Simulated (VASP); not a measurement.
# Geometry relaxation, with input and output: Si$_{53}$C (part 2 of 7)

The same run, continued: Si$_{53}$C (defect cell, 54 atoms in the cell); Kohn-Sham DFT of a periodic cell, PBE, VASP PAW PBE potentials, recommended, no spin polarisation (VASP 6.6.1); cutoff 450 eV, 2×2×2 k-mesh, Gaussian smearing of 0.01 eV. The structure derives from an entry of the Crystallography Open Database.

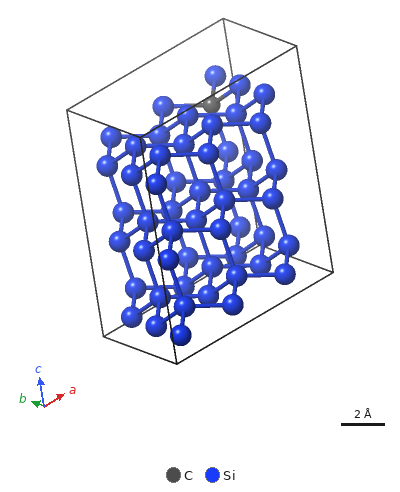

The input geometry (ball-and-stick view of the cell of the calculation, seen slightly off an axis). An atom can appear more than once, as a periodic image.

**Parts of OUTCAR, continued**
```
  50  0.833  0.500  0.167-   4 2.37  16 2.37  21 2.37  23 2.37
  51  0.500  0.500  0.833-  18 2.37   8 2.37   5 2.37  24 2.37
  52  0.500  0.167  0.167-  24 2.37  25 2.37   9 2.37  19 2.37
  53  0.167  0.500  0.167-  24 2.37  26 2.37   7 2.37  21 2.37
  54  0.500  0.500  0.167-  12 2.37  16 2.37  24 2.37  27 2.37

  LATTYP: Found a face centered cubic cell.
 ALAT       =    16.4057820000

  Lattice vectors:

 A1 = (  -8.2028910000,   8.2028910000,   0.0000000000)
 A2 = (  -8.2028910000,   0.0000000000,   8.2028910000)
 A3 = (   0.0000000000,   8.2028910000,   8.2028910000)

Analysis of symmetry for initial positions (statically):
=====================================================================
 Subroutine PRICEL returns:
 Original cell was already a primitive cell.

 Routine SETGRP: Setting up the symmetry group for a
 face centered cubic supercell.

 Subroutine GETGRP returns: Found 24 space group operations
 (whereof 24 operations were pure point group operations)
 out of a pool of 48 trial point group operations.

The static configuration has the point symmetry T_d .

Analysis of symmetry for dynamics (positions and initial velocities):
=====================================================================
 Subroutine PRICEL returns:
 Original cell was already a primitive cell.

 Routine SETGRP: Setting up the symmetry group for a
 face centered cubic supercell.

 Subroutine GETGRP returns: Found 24 space group operations
 (whereof 24 operations were pure point group operations)
 out of a pool of 48 trial point group operations.

The dynamic configuration has the point symmetry T_d .

 Subroutine INISYM returns: Found 24 space group operations
 (whereof 24 operations are pure point group operations),
 and found     1 'primitive' translations

----------------------------------------------------------------------------------------

                                     Primitive cell

  volume of cell :    1103.9028

  direct lattice vectors                    reciprocal lattice vectors
    -8.202891000  8.202891000  0.000000000    -0.060954120  0.060954120 -0.060954120
    -8.202891000  0.000000000  8.202891000    -0.060954120 -0.060954120  0.060954120
     0.000000000  8.202891000  8.202891000     0.060954120  0.060954120  0.060954120

  length of vectors
    11.600639703 11.600639703 11.600639703     0.105575632  0.105575632  0.105575632

  position of ions in fractional coordinates (direct lattice)
     0.750000000  0.750000000  0.750000000
     0.083333330  0.750000000  0.750000000
     0.750000000  0.083333330  0.750000000
     0.750000000  0.750000000  0.083333330
     0.416666670  0.750000000  0.750000000
     0.083333330  0.083333330  0.750000000
     0.083333330  0.750000000  0.083333330
     0.750000000  0.416666670  0.750000000
     0.750000000  0.083333330  0.083333330
     0.750000000  0.750000000  0.416666670
     0.416666670  0.083333330  0.750000000
     0.416666670  0.750000000  0.083333330
     0.083333330  0.416666670  0.750000000
     0.083333330  0.083333330  0.083333330
     0.083333330  0.750000000  0.416666670
     0.750000000  0.416666670  0.083333330
     0.750000000  0.083333330  0.416666670
     0.416666670  0.416666670  0.750000000
     0.416666670  0.083333330  0.083333330
     0.416666670  0.750000000  0.416666670
     0.083333330  0.416666670  0.083333330
     0.083333330  0.083333330  0.416666670
     0.750000000  0.416666670  0.416666670
     0.416666670  0.416666670  0.083333330
     0.416666670  0.083333330  0.416666670
     0.083333330  0.416666670  0.416666670
     0.416666670  0.416666670  0.416666670
     0.833333330  0.833333330  0.500000000
     0.166666670  0.833333330  0.500000000
     0.833333330  0.166666670  0.500000000
     0.833333330  0.833333330  0.833333330
     0.500000000  0.833333330  0.500000000
     0.166666670  0.166666670  0.500000000
     0.166666670  0.833333330  0.833333330
     0.833333330  0.500000000  0.500000000
     0.833333330  0.166666670  0.833333330
     0.833333330  0.833333330  0.166666670
     0.500000000  0.166666670  0.500000000
     0.500000000  0.833333330  0.833333330
     0.166666670  0.500000000  0.500000000
     0.166666670  0.166666670  0.833333330
     0.166666670  0.833333330  0.166666670
     0.833333330  0.500000000  0.833333330
     0.833333330  0.166666670  0.166666670
     0.500000000  0.500000000  0.500000000
     0.500000000  0.166666670  0.833333330
     0.500000000  0.833333330  0.166666670
     0.166666670  0.500000000  0.833333330
     0.166666670  0.166666670  0.166666670
     0.833333330  0.500000000  0.166666670
     0.500000000  0.500000000  0.833333330
     0.500000000  0.166666670  0.166666670
     0.166666670  0.500000000  0.166666670
     0.500000000  0.500000000  0.166666670

  ion indices of the primitive-cell ions
   primitive index   ion index
                 1           1
                 2           2
                 3           3
                 4           4
                 5           5
                 6           6
                 7           7
                 8           8
                 9           9
                10          10
                11          11
                12          12
                13          13
                14          14
                15          15
                16          16
                17          17
                18          18
                19          19
                20          20
                21          21
                22          22
                23          23
                24          24
                25          25
                26          26
                27          27
                28          28
                29          29
                30          30
                31          31
                32          32
                33          33
                34          34
                35          35
                36          36
                37          37
                38          38
                39          39
                40          40
                41          41
                42          42
                43          43
                44          44
                45          45
                46          46
                47          47
                48          48
                49          49
                50          50
                51          51
                52          52
                53          53
                54          54

----------------------------------------------------------------------------------------

 KPOINTS: k-points

Automatic generation of k-mesh.
 Grid dimensions read from file:
 generate k-points for:    2    2    2

 Generating k-lattice:

  Cartesian coordinates                     Fractional coordinates (reciprocal lattice)
    -0.030477060  0.030477060 -0.030477060     0.500000000  0.000000000  0.000000000
    -0.030477060 -0.030477060  0.030477060     0.000000000  0.500000000  0.000000000
     0.030477060  0.030477060  0.030477060     0.000000000  0.000000000  0.500000000

  Length of vectors
     0.052787816  0.052787816  0.052787816

  Shift w.r.t. Gamma in fractional coordinates (k-lattice)
     0.000000000  0.000000000  0.000000000

 Subroutine IBZKPT returns following result:
 ===========================================

 Found      3 irreducible k-points:

 Following reciprocal coordinates:
            Coordinates               Weight
  0.000000  0.000000  0.000000      1.000000
  0.500000  0.000000  0.000000      4.000000
  0.500000  0.500000  0.000000      3.000000
   k-points           NKPTS =      3   k-points in BZ     NKDIM =      3   number of bands    NBANDS=    136
   number of dos      NEDOS =    301   number of ions     NIONS =     54
   total plane-waves  NPLWV = 216000
   dimension x,y,z NGX =    60 NGY =   60 NGZ =   60
   dimension x,y,z NGXF=   120 NGYF=  120 NGZF=  120
   ions per type =               1  53
   NGX,Y,Z   is equivalent  to a cutoff of   8.60,  8.60,  8.60 a.u.
   NGXF,Y,Z  is equivalent  to a cutoff of  17.20, 17.20, 17.20 a.u.
 SYSTEM =  Si53C
   PREC   = normal    normal or accurate (medium, high low for compatibility)
   ISTART =      0    job   : 0-new  1-cont  2-samecut
   ICHARG =      2    charge: 1-file 2-atom 10-const
   ISPIN  =      1    spin polarized calculation?
   LNONCOLLINEAR =      F non collinear calculations
   LSORBIT =      F    spin-orbit coupling
   LASPH  =      T    aspherical Exc in radial PAW
   ENCUT  =  450.0 eV  33.07 Ry    5.75 a.u.  20.07 20.07 20.07*2*pi/ulx,y,z
   NELM   =     80;   NELMIN=  2; NELMDL= -5     # of ELM steps
   EDIFF  = 0.1E-05   stopping-criterion for ELM
   LREAL  =      T    real-space projection
   EDIFFG = -.3E-01   stopping-criterion for IOM
   NSW    =     70    number of steps for IOM
   IBRION =      2    ionic relax: 0-MD 1-quasi-New 2-CG
   NFREE  =      1    steps in history (QN), initial steepest desc. (CG)
   ISIF   =      2    stress and relaxation
   ISYM   =      2    0-nonsym 1-usesym 2-fastsym
   POTIM  = 0.5000    time-step for ionic-motion
   TEBEG  =    0.0;   TEEND  =   0.0 temperature during run
   PSTRESS=    0.0 pullay stress
   NELECT =     216.0000    total number of electrons
   NUPDOWN=      -1.0000    fix difference up-down
   EMIN   =  10.00;   EMAX   =-10.00  energy-range for DOS
   EFERMI =   0.00;   METHOD = LEGACY
   ISMEAR =     0;   SIGMA  =   0.01  broadening in eV -4-tet -1-fermi 0-gaus
   EFERMI_NEDOS =   21; number of points for ismear=-14 and -15
   IALGO  =     38    algorithm
   IMIX   =      4    mixing-type and parameters
     AMIX     =   0.40;   BMIX     =  1.00
     AMIX_MAG =   1.60;   BMIX_MAG =  1.00
  volume/ion in A,a.u.               =      20.44       137.95
  Fermi-wavevector in a.u.,A,eV,Ry     =   0.950421  1.796034 12.290132  0.903299
  Thomas-Fermi vector in A             =   2.078796
   LORBIT       =      0    0 simple, 1 ext, 2 COOP (PROOUT), +10 PAW based schemes
   GGA     = PE    functional components
   LHFCALC =     F    Hartree Fock is set to
   AEXX    =    0.0000 exact exchange contribution
   IVDW    =     0    specifies the selected vdW correction
   LEPSILON=     F    determine dielectric tensor
   LRPA    =     F    only Hartree local field effects (RPA)
 conjugate gradient relaxation of ions
 non-spin polarized calculation
 Gauss-broadening in eV      SIGMA  =   0.01
  energy-cutoff  :      450.00
  volume of cell :     1103.90
 maximum number of plane-waves:     23973
   NGX = 41   NGY = 41   NGZ = 41

--------------------------------------- Ionic step        1  -------------------------------------------

 number of electron     216.0000012 magnetization

 Free energy of the ion-electron system (eV)
  ---------------------------------------------------
  ext. energy  EPLUGINS =         0.00000000
  ---------------------------------------------------
  free energy    TOTEN  =      -292.65014224 eV

  energy without entropy =     -292.65014224  energy(sigma->0) =     -292.65014224

------------------------ aborting loop because EDIFF is reached ----------------------------------------

  FORCE on cell =-STRESS in cart. coord.  units (eV):
  Direction    XX          YY          ZZ          XY          YZ          ZX
  --------------------------------------------------------------------------------------
  -------------------------------------------------------------------------------------
  Total      -10.0820876    -10.0820876    -10.0820876      0.0000000     -0.0000000      0.0000000
  in kB      -14.6328941    -14.6328941    -14.6328941      0.0000000     -0.0000000      0.0000000
  external PRESSURE =     -14.6328941 kB  Pullay stress =       0.0000000 kB

 VOLUME and BASIS-vectors are now :
 -----------------------------------------------------------------------------
  energy-cutoff  :      450.00
  volume of cell :     1103.90
      direct lattice vectors                 reciprocal lattice vectors
    -8.202891000  8.202891000  0.000000000    -0.060954120  0.060954120 -0.060954120
    -8.202891000  0.000000000  8.202891000    -0.060954120 -0.060954120  0.060954120
     0.000000000  8.202891000  8.202891000     0.060954120  0.060954120  0.060954120

 POSITION                                       TOTAL-FORCE (eV/Angst)
 -----------------------------------------------------------------------------------
    -12.30434     12.30434     12.30434         0.000000     -0.000000     -0.000000
     -6.83574      6.83574     12.30434         0.069403     -0.069403     -0.062496
     -6.83574     12.30434      6.83574         0.069403     -0.062496     -0.069403
    -12.30434      6.83574      6.83574         0.062496     -0.069403     -0.069403
     -9.57004      9.57004     12.30434        -0.069403      0.069403     -0.062496
     -1.36715      6.83574      6.83574        -0.002091     -0.002091     -0.002091
     -6.83574      1.36715      6.83574         0.002091      0.002091     -0.002091
     -9.57004     12.30434      9.57004        -0.069403     -0.062496      0.069403
     -6.83574      6.83574      1.36715         0.002091     -0.002091      0.002091
    -12.30434      9.57004      9.57004         0.062496      0.069403      0.069403
     -4.10145      9.57004      6.83574        -0.062496      0.069403     -0.069403
     -9.57004      4.10145      6.83574        -0.069403      0.062496     -0.069403
     -4.10145      6.83574      9.57004        -0.062496     -0.069403      0.069403
     -1.36715      1.36715      1.36715        -0.002091      0.002091      0.002091
     -6.83574      4.10145      9.57004         0.069403      0.062496      0.069403
     -9.57004      6.83574      4.10145        -0.069403     -0.069403      0.062496
     -6.83574      9.57004      4.10145         0.069403      0.069403      0.062496
     -6.83574      9.57004      9.57004         0.004219      0.004219      0.004219
     -4.10145      4.10145      1.36715         0.000000     -0.000000     -0.006408
     -9.57004      6.83574      9.57004        -0.004219     -0.004219      0.004219
     -4.10145      1.36715      4.10145         0.000000     -0.006408     -0.000000
     -1.36715      4.10145      4.10145         0.006408     -0.000000     -0.000000
     -9.57004      9.57004      6.83574        -0.004219      0.004219     -0.004219
     -6.83574      4.10145      4.10145        -0.006408     -0.000000     -0.000000
     -4.10145      6.83574      4.10145         0.000000      0.006408     -0.000000
     -4.10145      4.10145      6.83574         0.000000     -0.000000      0.006408
     -6.83574      6.83574      6.83574         0.004219     -0.004219     -0.004219
    -13.67148     10.93719     10.93719         1.286885      1.286885      1.286885
     -8.20289      5.46859     10.93719        -0.011091      0.006309     -0.006309
     -8.20289     10.93719      5.46859        -0.011091     -0.006309      0.006309
    -13.67148     13.67148     13.67148         1.286885     -1.286885     -1.286885
    -10.93719      8.20289     10.93719         0.006309     -0.011091     -0.006309
     -2.73430      5.46859      5.46859        -0.004047     -0.004047     -0.004047
     -8.20289      8.20289     13.67148         0.000000     -0.000000      0.069538
    -10.93719     10.93719      8.20289         0.006309     -0.006309     -0.011091
     -8.20289     13.67148      8.20289         0.000000      0.069538     -0.000000
    -13.67148      8.20289      8.20289        -0.069538     -0.000000     -0.000000
     -5.46859      8.20289      5.46859        -0.006309     -0.011091      0.006309
    -10.93719     10.93719     13.67148        -1.286885      1.286885     -1.286885
     -5.46859      5.46859      8.20289        -0.006309      0.006309     -0.011091
     -2.73430      8.20289      8.20289         0.069538     -0.000000     -0.000000
     -8.20289      2.73430      8.20289         0.000000     -0.069538     -0.000000
    -10.93719     13.67148     10.93719        -1.286885     -1.286885      1.286885
     -8.20289      8.20289      2.73430         0.000000     -0.000000     -0.069538
     -8.20289      8.20289      8.20289         0.000000     -0.000000     -0.000000
     -5.46859     10.93719      8.20289        -0.006309     -0.006309      0.011091
    -10.93719      5.46859      8.20289         0.006309      0.006309      0.011091
     -5.46859      8.20289     10.93719        -0.006309      0.011091     -0.006309
     -2.73430      2.73430      2.73430        -0.004047      0.004047      0.004047
    -10.93719      8.20289      5.46859         0.006309      0.011091      0.006309
     -8.20289     10.93719     10.93719         0.011091     -0.006309     -0.006309
     -5.46859      5.46859      2.73430         0.004047     -0.004047      0.004047
     -5.46859      2.73430      5.46859         0.004047      0.004047     -0.004047
     -8.20289      5.46859      5.46859         0.011091      0.006309      0.006309
 -----------------------------------------------------------------------------------
    total drift:                                0.000005     -0.000005     -0.000005

  FREE ENERGIE OF THE ION-ELECTRON SYSTEM (eV)
  ---------------------------------------------------
  free  energy   TOTEN  =      -292.6501422397 eV

  energy  without entropy=     -292.6501422397  energy(sigma->0) =     -292.65014224

--------------------------------------- Ionic step        2  -------------------------------------------

 number of electron     216.0000008 magnetization

------------------------ aborting loop because EDIFF is reached ----------------------------------------

  FORCE on cell =-STRESS in cart. coord.  units (eV):
  Direction    XX          YY          ZZ          XY          YZ          ZX
  --------------------------------------------------------------------------------------
  -------------------------------------------------------------------------------------
  Total      -11.9145078    -11.9145078    -11.9145078     -0.0000000      0.0000000      0.0000000
  in kB      -17.2924238    -17.2924238    -17.2924238     -0.0000000      0.0000000      0.0000000
  external PRESSURE =     -17.2924238 kB  Pullay stress =       0.0000000 kB

 VOLUME and BASIS-vectors are now :
```
